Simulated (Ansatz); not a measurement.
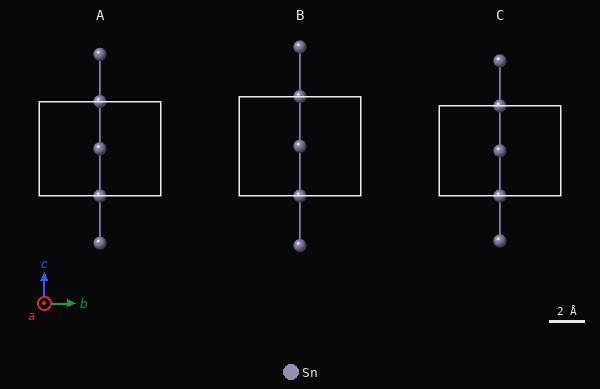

3 geometries from one relaxation of a wire of composition Sn, in shuffled order. A ball-and-stick model of the cell of the calculation, with the vacuum cut short, seen along the a axis.

Case: ladder chain of atoms.

Method: Ansatz, DFT PBE, scalar-relativistic, plane waves, PAW. Settings: plane-wave cutoff 420 eV; k-point mesh 1 × 1 × 13; occupations gaussian; smearing width 0.05 eV; collinear spin; cell relaxed at fixed a, b, alpha, beta, gamma; force threshold 0.01 eV/Å; at most 45 steps.

Put them in the order of the run, from the start to the converged end.

C, A, B. They are steps 0, 1, 5, at +1.140 eV per cell of the calculation, +0.272 eV per cell of the calculation relative to the last. Over 4 accepted moves (5 points after the start) the energy falls by 1.140 eV per cell of the calculation. Largest force component: 1 eV/Å at the start, 0.00038 eV/Å at the end. At 1 point the geometry stayed and the basis and grid were re-selected for the new cell (energy shift of 2.3 meV per cell of the calculation at most each time). The largest moves relative to the layer's centre, 0.081 Å, are those of Sn atoms. Along the periodic axis the drawn cell goes c 5.187 → 5.723 Å (+10.3 %). Some distances before and after: Sn–Sn 2.593 → 2.861 Å, Sn–Sn 2.723 → 2.885 Å. The program noted that the starting moments weren't kept.

Limits of the set-up: the k-point mesh is coarse for a cell with partly filled bands.
